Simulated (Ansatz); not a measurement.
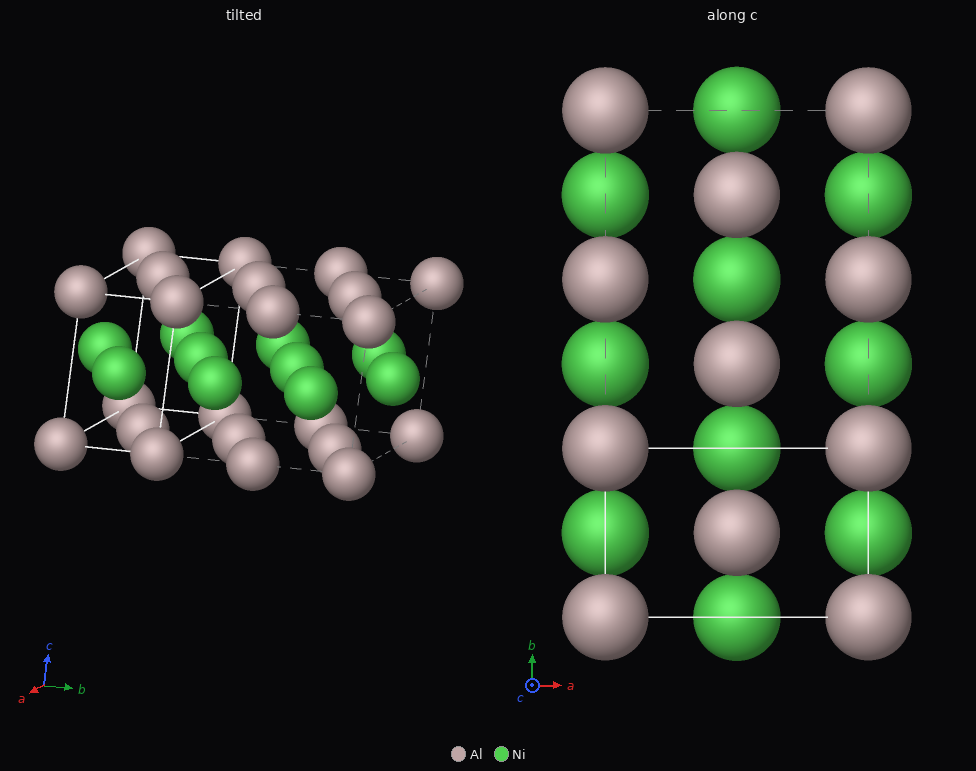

A spheres-only picture of a crystal structure, seen slightly off an axis and along the c axis. One conventional unit cell is drawn solid; the view covers 1×3×1 cells.

Formula: AlNi. The symmetry is that of C2/m (No. 12), on a base-centred monoclinic lattice. Counting shared atoms by their share gives 2 Al, 2 Ni, or 4 atoms.

The initial geometry was a structure listed in the Materials Project. Earlier steps of the study may have refined or changed the cell and positions. Ansatz was used for an electronic-structure calculation on it.
